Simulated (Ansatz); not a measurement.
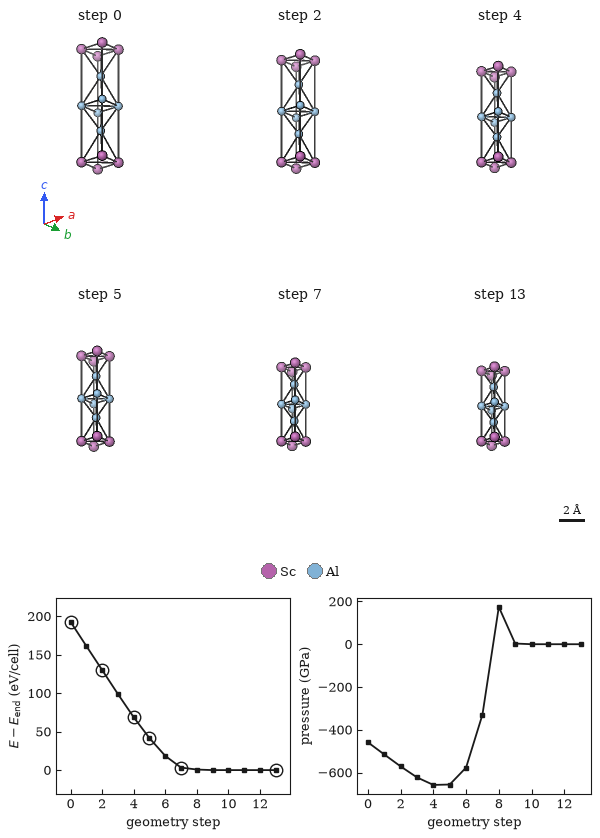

Frames of a relaxation of solid ScAl$_{3}$ (a generated structure, set up in P-6m2), marked on the history of the run. A ball-and-stick model of the cell of the calculation, seen from a free direction.

These are results of Ansatz, DFT PBE, scalar-relativistic, plane waves, PAW; settings changed, not measurements.

The input:
```yaml
crystal:
  lattice:
    - [3.0112647783, 0.0, 0.0]
    - [-1.5056323891, 2.6078317955, 0.0]
    - [0.0, 0.0, 9.4220887973]
  atoms:
    - { symbol: Sc, position: [0.0, 0.0, 0.0] }
    - { symbol: Al, position: [0.0, 0.0, 0.5] }
    - { symbol: Al, position: [0.6666666667, 0.3333333333, 0.2588960098] }
    - { symbol: Al, position: [0.6666666667, 0.3333333333, 0.7411039902] }
basis:
  ecutwfc: 30
kpoints:
  mp_grid: { grid: [18, 18, 6] }
hamiltonian:
  xc: pbe
scf:
  occupations: { method: gaussian, width: 0.1 }
  max_iter: 80
output:
  forces: true
  eigenvalues: true
  stress: true
relax:
  adjacent_minimum: "off"
  f_tol: 0.01
  max_steps: 80
  cell: { stress_tol: 0.05 }
```

Run as
```bash
ansatz run input.yaml --threads 1 --pin off --max-ram 2560MiB --backend cpu --events-out ev --progress --plain --runs-dir out
```

Q: What happens along the run?

A: The relaxation stopped without meeting its thresholds, so the last structure isn't shown to be converged. The input was poor on purpose: a cutoff far too low. The largest moves relative to the cell, 0.056 Å, are those of Al3 and Al4. Al3 goes along −c. Sc stays in place. Cell: a = b 3.011 → 1.892 Å (−37.2 %), c 9.422 → 5.857 Å (−37.8 %). Volume −75.4 %. Some distances before and after: Sc1–Sc1 5.216 → 3.278 Å, Sc1–Al3 4.247 → 2.628 Å, Sc1–Al3 (another image) 2.995 → 1.824 Å, Al2–Al2 3.011 → 1.892 Å. The space group stays P-6m2 (No. 187). Over 13 geometry steps the energy falls by 192.871 eV per cell of the calculation. The largest force component goes from 0.77 to under 0.0001 eV/Å. The pressure goes from −458.68 to 0.00 GPa. Cost: 25 s on 1 thread of Intel(R) Xeon(R) Platinum 8259CL CPU @ 2.50GHz (Skylake/Cascade Lake), on a shared host, peak memory 0.34 GiB. From step 0 to 2: volume −26.4 %, energy −62.666 eV per cell of the calculation. From step 2 to 4: volume −29.2 %, energy −61.443 eV per cell of the calculation. From step 4 to 5: volume −17.1 %, energy −27.184 eV per cell of the calculation. From step 5 to 7: Al atoms move most (0.02 Å), volume −34.3 %, energy −38.294 eV per cell of the calculation. From step 7 to 13: Al atoms move most (0.02 Å), volume −13.4 %, energy −3.285 eV per cell of the calculation.

```tsv
step	E − E(0), meV/atom	largest force component, eV/Å	pressure, GPa	volume, Å³/atom
0	0.00	0.7663	-458.68	18.498
1	-7875.34	0.8127	-515.63	15.905
2	-15666.49	0.9147	-571.41	13.607
3	-23485.40	1.1851	-622.82	11.511
4	-31027.14	1.8201	-658.01	9.630
5	-37823.02	2.5485	-656.08	7.985
6	-43595.12	3.2014	-576.76	6.513
7	-47396.45	2.9908	-329.28	5.244
8	-48035.76	7.5269	174.37	4.301
9	-48217.51	0.3054	3.25	4.536
10	-48217.67	0.0120	0.09	4.541
11	-48217.68	0.0041	0.03	4.541
12	-48217.68	0.0013	0.07	4.541
13	-48217.68	0.0000	0.00	4.541
```

Limits of the set-up: the cutoff lies below the recommended one.
